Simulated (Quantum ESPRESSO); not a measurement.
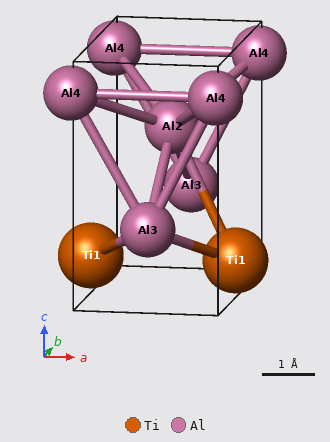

**Figure 1.** The structure as given in the input (ball-and-stick view of the cell of the calculation, seen slightly off an axis; atoms are numbered from 1 in the order of the input). An atom can appear more than once, as a periodic image.

## Geometry relaxation, with input and output: TiAl3 (part 1 of 3)

System: TiAl3 (4 atoms in the cell).
Method: Kohn-Sham DFT of a periodic cell, LDA with rVV10, JTH 2.0 LDA, no spin polarisation (Quantum ESPRESSO 7.5).

The structure derives from a Materials Project entry.

## What the program printed
```
This program is part of the open-source Quantum ESPRESSO suite
     for quantum simulation of materials; please cite
         "P. Giannozzi et al., J. Phys.:Condens. Matter 21 395502 (2009);
         "P. Giannozzi et al., J. Phys.:Condens. Matter 29 465901 (2017);
         "P. Giannozzi et al., J. Chem. Phys. 152 154105 (2020);
          URL
     in publications or presentations arising from this work. More details at

     file Ti.LDA_PW-JTH.UPF: wavefunction(s)  4S 3P 0P 3D 0D renormalized
     file Al.LDA_PW-JTH.UPF: wavefunction(s)  3S 0S 3P 0P renormalized

     IMPORTANT: XC functional enforced from input :
     Exchange-correlation= SLA+PW+NOGX+NOGC+VV10
                           (   1   4   0   0  26   0   0)
     Any further DFT definition will be discarded
     Please, verify this is what you really want

     G-vector sticks info
     --------------------
     sticks:   dense  smooth     PW     G-vecs:    dense   smooth      PW
     Sum         817     545    169                23551    12843    2267

     Using Slab Decomposition

     bravais-lattice index     =            0
     lattice parameter (alat)  =       5.3662  a.u.
     unit-cell volume          =     439.6332 (a.u.)^3
     number of atoms/cell      =            4
     number of atomic types    =            2
     number of electrons       =        21.00
     number of Kohn-Sham states=           17
     kinetic-energy cutoff     =      36.0000  Ry
     charge density cutoff     =     216.0000  Ry
     scf convergence threshold =      8.0E-10
     mixing beta               =       0.5000
     number of iterations used =            8  plain     mixing
     energy convergence thresh.=      1.0E-05
     force convergence thresh. =      4.0E-04
     Exchange-correlation= SLA+PW+NOGX+NOGC+VV10
                           (   1   4   0   0  26   0   0)
     nstep                     =           40

     celldm(1)=   5.366212  celldm(2)=   0.000000  celldm(3)=   0.000000
     celldm(4)=   0.000000  celldm(5)=   0.000000  celldm(6)=   0.000000

     crystal axes: (cart. coord. in units of alat)
               a(1) = (   1.000000   0.000000   0.000000 )
               a(2) = (   0.000000   1.648520   0.000000 )
               a(3) = (   0.000000   0.000000   1.725810 )

     reciprocal axes: (cart. coord. in units 2 pi/alat)
               b(1) = (  1.000000  0.000000  0.000000 )
               b(2) = (  0.000000  0.606605  0.000000 )
               b(3) = (  0.000000  0.000000  0.579438 )

     PseudoPot. # 1 for Ti read from file:
     Ti.LDA_PW-JTH.UPF
     Pseudo is Projector augmented-wave + core cor, Zval = 12.0
     Generated using ATOMPAW code
     Shape of augmentation charge: BESSEL
     Using radial grid of 1024 points,  6 beta functions with:
                l(1) =   0
                l(2) =   0
                l(3) =   1
                l(4) =   1
                l(5) =   2
                l(6) =   2
     Q(r) pseudized with 0 coefficients

     PseudoPot. # 2 for Al read from file:
     Al.LDA_PW-JTH.UPF
     Pseudo is Projector augmented-wave + core cor, Zval =  3.0
     Generated using ATOMPAW code
     Shape of augmentation charge: SINC**2
     Using radial grid of  982 points,  4 beta functions with:
                l(1) =   0
                l(2) =   0
                l(3) =   1
                l(4) =   1
     Q(r) pseudized with 0 coefficients

     atomic species   valence    mass     pseudopotential
     Ti               12.00    47.86700     Ti( 1.00)
     Al                3.00    26.98150     Al( 1.00)

     No symmetry found

   Cartesian axes

     site n.     atom                  positions (alat units)
         1        Ti     tau(   1) = (   0.9795210   0.7713277   0.2360232  )
         2        Al     tau(   2) = (   0.5363314   0.8059744   1.1440623  )
         3        Al     tau(   3) = (   0.5080556   0.0346041   0.5716684  )
         4        Al     tau(   4) = (   0.9760920   0.0366137   1.4998637  )

     number of k points=    52  Marzari-Vanderbilt smearing, width (Ry)=  0.0147
                       cart. coord. in units 2pi/alat
        k(    1) = (   0.0000000   0.0000000   0.0000000), wk =   0.0208333
        k(    2) = (   0.0000000   0.0000000   0.1448595), wk =   0.0416667
        k(    3) = (   0.0000000   0.0000000  -0.2897191), wk =   0.0208333
        k(    4) = (   0.0000000   0.1516512   0.0000000), wk =   0.0416667
        k(    5) = (   0.0000000   0.1516512   0.1448595), wk =   0.0416667
        k(    6) = (   0.0000000   0.1516512  -0.2897191), wk =   0.0416667
        k(    7) = (   0.0000000  -0.3033024   0.0000000), wk =   0.0208333
        k(    8) = (   0.0000000  -0.3033024   0.1448595), wk =   0.0416667
        k(    9) = (   0.0000000  -0.3033024  -0.2897191), wk =   0.0208333
        k(   10) = (   0.1666667   0.0000000   0.0000000), wk =   0.0416667
        k(   11) = (   0.1666667   0.0000000   0.1448595), wk =   0.0416667
        k(   12) = (   0.1666667   0.0000000  -0.2897191), wk =   0.0416667
        k(   13) = (   0.1666667   0.1516512   0.0000000), wk =   0.0416667
        k(   14) = (   0.1666667   0.1516512   0.1448595), wk =   0.0416667
        k(   15) = (   0.1666667   0.1516512  -0.2897191), wk =   0.0416667
        k(   16) = (   0.1666667  -0.3033024   0.0000000), wk =   0.0416667
        k(   17) = (   0.1666667  -0.3033024   0.1448595), wk =   0.0416667
        k(   18) = (   0.1666667  -0.3033024  -0.2897191), wk =   0.0416667
        k(   19) = (   0.3333333   0.0000000   0.0000000), wk =   0.0416667
        k(   20) = (   0.3333333   0.0000000   0.1448595), wk =   0.0416667
        k(   21) = (   0.3333333   0.0000000  -0.2897191), wk =   0.0416667
        k(   22) = (   0.3333333   0.1516512   0.0000000), wk =   0.0416667
        k(   23) = (   0.3333333   0.1516512   0.1448595), wk =   0.0416667
        k(   24) = (   0.3333333   0.1516512  -0.2897191), wk =   0.0416667
        k(   25) = (   0.3333333  -0.3033024   0.0000000), wk =   0.0416667
        k(   26) = (   0.3333333  -0.3033024   0.1448595), wk =   0.0416667
        k(   27) = (   0.3333333  -0.3033024  -0.2897191), wk =   0.0416667
        k(   28) = (  -0.5000000   0.0000000   0.0000000), wk =   0.0208333
        k(   29) = (  -0.5000000   0.0000000   0.1448595), wk =   0.0416667
        k(   30) = (  -0.5000000   0.0000000  -0.2897191), wk =   0.0208333
        k(   31) = (  -0.5000000   0.1516512   0.0000000), wk =   0.0416667
        k(   32) = (  -0.5000000   0.1516512   0.1448595), wk =   0.0416667
        k(   33) = (  -0.5000000   0.1516512  -0.2897191), wk =   0.0416667
        k(   34) = (  -0.5000000  -0.3033024   0.0000000), wk =   0.0208333
        k(   35) = (  -0.5000000  -0.3033024   0.1448595), wk =   0.0416667
        k(   36) = (  -0.5000000  -0.3033024  -0.2897191), wk =   0.0208333
        k(   37) = (   0.0000000  -0.1516512   0.1448595), wk =   0.0416667
        k(   38) = (  -0.1666667   0.0000000   0.1448595), wk =   0.0416667
        k(   39) = (  -0.1666667   0.1516512   0.0000000), wk =   0.0416667
        k(   40) = (  -0.1666667  -0.1516512   0.1448595), wk =   0.0416667
        k(   41) = (  -0.1666667   0.1516512  -0.1448595), wk =   0.0416667
        k(   42) = (   0.1666667  -0.1516512  -0.1448595), wk =   0.0416667
        k(   43) = (  -0.1666667   0.1516512   0.2897191), wk =   0.0416667
        k(   44) = (  -0.1666667   0.3033024   0.1448595), wk =   0.0416667
        k(   45) = (  -0.3333333   0.0000000   0.1448595), wk =   0.0416667
        k(   46) = (  -0.3333333   0.1516512   0.0000000), wk =   0.0416667
        k(   47) = (  -0.3333333  -0.1516512   0.1448595), wk =   0.0416667
        k(   48) = (  -0.3333333   0.1516512  -0.1448595), wk =   0.0416667
        k(   49) = (   0.3333333  -0.1516512  -0.1448595), wk =   0.0416667
        k(   50) = (  -0.3333333   0.1516512   0.2897191), wk =   0.0416667
        k(   51) = (  -0.3333333   0.3033024   0.1448595), wk =   0.0416667
        k(   52) = (   0.5000000  -0.1516512   0.1448595), wk =   0.0416667

     Dense  grid:    23551 G-vectors     FFT dimensions: (  25,  45,  45)

     Smooth grid:    12843 G-vectors     FFT dimensions: (  24,  36,  36)

     Check: negative core charge=   -0.000023

     Initial potential from superposition of free atoms

     starting charge      20.9908, renormalised to      21.0000

     negative rho (up, down):  3.082E-03 0.000E+00

Carrying out rVV10 run using the following parameters:
Nqs =      20    Nr_points =    1024   r_max =   100.000
b_value =  6.30000    beta =  0.00901
     q_mesh =  0.00010000  0.00030000  0.00058939  0.00100810
               0.00161396  0.00249058  0.00375900  0.00559430
               0.00824984  0.01209221  0.01765183  0.02569619
               0.03733578  0.05417739  0.07854596  0.11380545
               0.16482331  0.23864234  0.34545298  0.50000000

Gradients computed in Reciprocal space

     Starting wfcs are   42 randomized atomic wfcs

     Self-consistent Calculation

     iteration #  1     ecut=    36.00 Ry     beta= 0.50
     Davidson diagonalization with overlap
     ethr =  1.00E-02,  avg # of iterations =  3.7

     negative rho (up, down):  3.222E-03 0.000E+00

     total energy              =    -293.00069058 Ry
     estimated scf accuracy    <       0.37788259 Ry

     iteration #  2     ecut=    36.00 Ry     beta= 0.50
     Davidson diagonalization with overlap
     ethr =  1.80E-03,  avg # of iterations =  4.4

     negative rho (up, down):  3.172E-03 0.000E+00

     total energy              =    -292.87513795 Ry
     estimated scf accuracy    <       1.26978770 Ry

     iteration #  3     ecut=    36.00 Ry     beta= 0.50
     Davidson diagonalization with overlap
     ethr =  1.80E-03,  avg # of iterations =  2.4

     negative rho (up, down):  3.284E-03 0.000E+00

     total energy              =    -292.89906639 Ry
     estimated scf accuracy    <       0.12534505 Ry

     iteration #  4     ecut=    36.00 Ry     beta= 0.50
     Davidson diagonalization with overlap
     ethr =  5.97E-04,  avg # of iterations =  1.5

     negative rho (up, down):  3.409E-03 0.000E+00

     total energy              =    -292.83372294 Ry
     estimated scf accuracy    <       0.01054276 Ry

     iteration #  5     ecut=    36.00 Ry     beta= 0.50
     Davidson diagonalization with overlap
     ethr =  5.02E-05,  avg # of iterations =  5.0

     negative rho (up, down):  3.618E-03 0.000E+00

     total energy              =    -292.81884387 Ry
     estimated scf accuracy    <       0.00160456 Ry

     iteration #  6     ecut=    36.00 Ry     beta= 0.50
     Davidson diagonalization with overlap
     c_bands:  1 eigenvalues not converged
     ethr =  7.64E-06,  avg # of iterations =  5.2

     negative rho (up, down):  3.722E-03 0.000E+00

     total energy              =    -292.81494253 Ry
     estimated scf accuracy    <       0.00034930 Ry

     iteration #  7     ecut=    36.00 Ry     beta= 0.50
     Davidson diagonalization with overlap
     c_bands:  1 eigenvalues not converged
     c_bands:  1 eigenvalues not converged
     ethr =  1.66E-06,  avg # of iterations =  4.6

     negative rho (up, down):  3.752E-03 0.000E+00

     total energy              =    -292.81499133 Ry
     estimated scf accuracy    <       0.00002556 Ry

     iteration #  8     ecut=    36.00 Ry     beta= 0.50
     Davidson diagonalization with overlap
     c_bands:  1 eigenvalues not converged
     ethr =  1.22E-07,  avg # of iterations =  3.3

     negative rho (up, down):  3.774E-03 0.000E+00

     total energy              =    -292.81499362 Ry
     estimated scf accuracy    <       0.00000441 Ry

     iteration #  9     ecut=    36.00 Ry     beta= 0.50
     Davidson diagonalization with overlap
     ethr =  2.10E-08,  avg # of iterations =  3.8

     negative rho (up, down):  3.783E-03 0.000E+00

     total energy              =    -292.81497336 Ry
     estimated scf accuracy    <       0.00000340 Ry

     iteration # 10     ecut=    36.00 Ry     beta= 0.50
     Davidson diagonalization with overlap
     ethr =  1.62E-08,  avg # of iterations =  1.9

     negative rho (up, down):  3.785E-03 0.000E+00

     total energy              =    -292.81497409 Ry
     estimated scf accuracy    <       0.00000005 Ry

[... 155 further cycles ...]
     iteration #  5     ecut=    36.00 Ry     beta= 0.50
     Davidson diagonalization with overlap
     ethr =  5.30E-11,  avg # of iterations =  2.9

     negative rho (up, down):  3.680E-03 0.000E+00

     total energy              =    -292.85182136 Ry
     estimated scf accuracy    <          2.1E-09 Ry

     iteration #  6     ecut=    36.00 Ry     beta= 0.50
     Davidson diagonalization with overlap
     ethr =  1.01E-11,  avg # of iterations =  2.0

     negative rho (up, down):  3.680E-03 0.000E+00

     total energy              =    -292.85182136 Ry
     estimated scf accuracy    <          1.2E-10 Ry

     iteration #  7     ecut=    36.00 Ry     beta= 0.50
     Davidson diagonalization with overlap
     ethr =  5.92E-13,  avg # of iterations =  3.9

     negative rho (up, down):  3.680E-03 0.000E+00

     End of self-consistent calculation

          k = 0.0000 0.0000 0.0000 (  1587 PWs)   bands (ev):

   -46.7146 -23.3693 -23.3481 -22.9899  -0.9371   4.0553   5.3587   5.7365
     6.5552   8.3736   8.7822  11.4641  11.5484  11.8577  11.9893  12.2121
    15.1804

          k = 0.0000 0.0000 0.1449 (  1598 PWs)   bands (ev):

   -46.7146 -23.3705 -23.3481 -22.9900  -0.5619   2.5397   5.7742   5.8119
     8.0027   8.2592   8.4997  11.0665  11.4066  11.5546  11.6574  12.8480
    16.4030

          k = 0.0000 0.0000-0.2897 (  1614 PWs)   bands (ev):

   -46.7145 -23.3717 -23.3480 -22.9900   0.2074   1.1399   5.8147   6.9107
     7.0540   8.1424   8.8675  11.3523  11.4293  11.5609  12.4168  13.1836
    14.4688

          k = 0.0000 0.1517 0.0000 (  1599 PWs)   bands (ev):

   -46.7146 -23.3691 -23.3500 -22.9899  -0.5251   2.8205   5.3226   5.5113
     7.8560   8.3587   8.6591  11.2052  11.4626  11.4706  11.8564  12.6797
    16.2036

          k = 0.0000 0.1517 0.1449 (  1596 PWs)   bands (ev):

   -46.7145 -23.3703 -23.3499 -22.9899  -0.1598   2.7308   3.4843   6.5518
     7.8066   8.7715   9.0657  11.1337  11.4169  11.4749  12.0081  14.0926
    14.9856

          k = 0.0000 0.1517-0.2897 (  1602 PWs)   bands (ev):

   -46.7145 -23.3715 -23.3499 -22.9899   0.5833   1.5167   3.7416   5.5801
     8.7542   8.9383   9.2306  11.3677  11.4199  11.4850  13.5042  13.8795
    14.5588

          k = 0.0000-0.3033 0.0000 (  1600 PWs)   bands (ev):

   -46.7145 -23.3690 -23.3519 -22.9899   0.3223   1.3190   5.6796   6.0432
     7.1841   7.6905   9.0075  11.3842  11.4755  11.8009  12.2596  13.8490
    15.4925

          k = 0.0000-0.3033 0.1449 (  1602 PWs)   bands (ev):

   -46.7145 -23.3701 -23.3518 -22.9899   0.6625   1.6560   3.5304   5.5178
     8.5417   8.6771   9.0491  11.3986  11.4285  11.7610  13.5635  14.5673
    14.9040

          k = 0.0000-0.3033-0.2897 (  1592 PWs)   bands (ev):

   -46.7145 -23.3713 -23.3517 -22.9899   1.4199   2.1003   2.1674   4.3921
     8.9913   9.1120   9.9009  11.3833  11.4132  12.8429  14.1274  14.3777
    15.5889

          k = 0.1667 0.0000 0.0000 (  1592 PWs)   bands (ev):

   -46.7006 -23.3555 -23.3346 -23.1058  -0.4205   4.5189   5.7044   6.0911
     7.1379   8.6636   8.8896  10.5065  10.5910  12.0424  12.2978  13.1530
    13.3172

          k = 0.1667 0.0000 0.1449 (  1596 PWs)   bands (ev):

   -46.7006 -23.3565 -23.3345 -23.1057  -0.0541   3.0119   6.1675   6.2944
     8.2374   8.3829   8.8328  10.6333  10.9149  11.3196  12.3947  12.6684
    13.2796

          k = 0.1667 0.0000-0.2897 (  1610 PWs)   bands (ev):

   -46.7006 -23.3575 -23.3345 -23.1057   0.6837   1.6564   6.2565   7.3372
     7.4870   8.1285   9.2594  10.1512  11.4906  11.6132  12.6435  13.0130
    14.1214

          k = 0.1667 0.1517 0.0000 (  1595 PWs)   bands (ev):

   -46.7006 -23.3553 -23.3363 -23.1057  -0.0174   3.2909   5.8047   5.8941
     8.0390   8.7573   8.7675  10.6685  10.9987  11.5274  12.2223  12.8563
    13.1957

          k = 0.1667 0.1517 0.1449 (  1607 PWs)   bands (ev):

   -46.7006 -23.3564 -23.3362 -23.1057   0.3405   3.1746   3.9862   6.9363
     8.1070   8.9732   9.2849  10.6291  10.9308  11.4798  12.1279  13.2388
    14.6418

          k = 0.1667 0.1517-0.2897 (  1608 PWs)   bands (ev):

   -46.7006 -23.3574 -23.3361 -23.1056   1.0603   2.0104   4.1932   6.0595
     8.8708   9.3029   9.4891  10.2782  10.9876  11.6799  13.4187  13.8789
    14.0972

          k = 0.1667-0.3033 0.0000 (  1592 PWs)   bands (ev):

   -46.7006 -23.3552 -23.3380 -23.1056   0.7980   1.8362   6.1314   6.4614
     7.4003   8.0275   9.3484  10.2508  11.4551  11.7959  12.3617  13.5213
    14.3058

          k = 0.1667-0.3033 0.1449 (  1602 PWs)   bands (ev):

   -46.7005 -23.3562 -23.3379 -23.1056   1.1390   2.1495   3.9839   5.9792
     8.8680   8.8823   9.3903  10.3530  10.8376  11.8774  13.6298  14.0341
    14.5010

          k = 0.1667-0.3033-0.2897 (  1604 PWs)   bands (ev):

   -46.7005 -23.3572 -23.3378 -23.1055   1.9130   2.5406   2.6071   4.9609
     9.3140   9.4538  10.0054  10.3860  10.4923  13.3010  13.6271  14.1384
    14.3764

          k = 0.3333 0.0000 0.0000 (  1606 PWs)   bands (ev):

   -46.6726 -23.3327 -23.3277 -23.3073   1.0988   5.8382   6.5166   6.7185
     6.9506   8.6543   9.2999   9.9214  10.0906  11.3985  11.5828  13.5896
    13.6733

          k = 0.3333 0.0000 0.1449 (  1612 PWs)   bands (ev):

   -46.6725 -23.3325 -23.3283 -23.3073   1.4385   4.3645   6.9585   7.1467
     7.4705   8.4354   8.6109  10.1465  10.8342  11.5336  11.7493  12.7069
    12.7578

          k = 0.3333 0.0000-0.2897 (  1622 PWs)   bands (ev):

   -46.6725 -23.3324 -23.3290 -23.3072   2.0877   3.1527   7.3548   7.5289
     7.9454   7.9876   8.4290   9.3360  11.1648  11.3770  11.9931  12.1721
    13.2971

          k = 0.3333 0.1517 0.0000 (  1610 PWs)   bands (ev):

   -46.6725 -23.3325 -23.3276 -23.3087   1.4756   4.6403   6.7685   6.9342
     7.2405   8.4111   8.5512  10.3391  10.9177  11.5518  12.0977  12.3951
    12.8628

          k = 0.3333 0.1517 0.1449 (  1611 PWs)   bands (ev):

   -46.6725 -23.3323 -23.3282 -23.3086   1.8115   4.4526   5.4266   7.1382
     7.7674   8.2406   9.4988  10.0530  10.4402  11.6391  11.9549  12.3073
    12.6980

          k = 0.3333 0.1517-0.2897 (  1616 PWs)   bands (ev):

   -46.6725 -23.3322 -23.3289 -23.3086   2.4659   3.4375   5.5015   7.1379
     7.7921   8.1579   9.4843   9.7129  10.6918  11.2672  11.9245  12.2220
    13.6360

          k = 0.3333-0.3033 0.0000 (  1582 PWs)   bands (ev):

   -46.6725 -23.3323 -23.3275 -23.3101   2.2007   3.3367   7.3453   7.4302
     7.5519   7.6712   8.3454   9.5169  10.9531  11.8441  11.8780  12.0727
    13.0383

          k = 0.3333-0.3033 0.1449 (  1598 PWs)   bands (ev):
```
